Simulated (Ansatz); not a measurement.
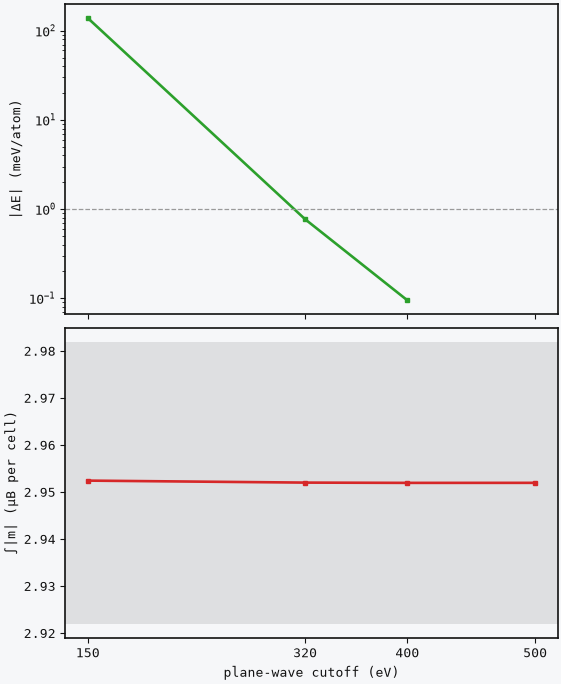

Scan of the plane-wave cutoff (density cutoff scaled with it).
The run: CoO (Fm-3m, 2 atoms in the cell), by Ansatz 0.2.0, DFT, PBE, all-electron LAPW, scalar-relativistic; 15×15×15 k-mesh, Fermi–Dirac smearing of 0.05 eV, collinear spins.
ΔE is the free energy less its value at the largest setting, 500 eV.
Dashed lines or grey bands mark the tolerance: 1 meV/atom and 0.03 μB per cell.

### What is enough for the free energy to 1 meV/atom?

The free energy is within 1 meV/atom of the largest setting's value from 320 eV on. It is off by 140 meV/atom at 150 eV (always above it). The smaller bases give higher energies, which fall towards the limit as the basis grows.

### And the absolute moment ∫|m|, to 0.03 μB per cell?

The absolute moment ∫|m| is within 0.03 μB per cell of the largest setting's value at every setting shown, 150 eV included. The largest deviation is 0.0005 μB per cell.
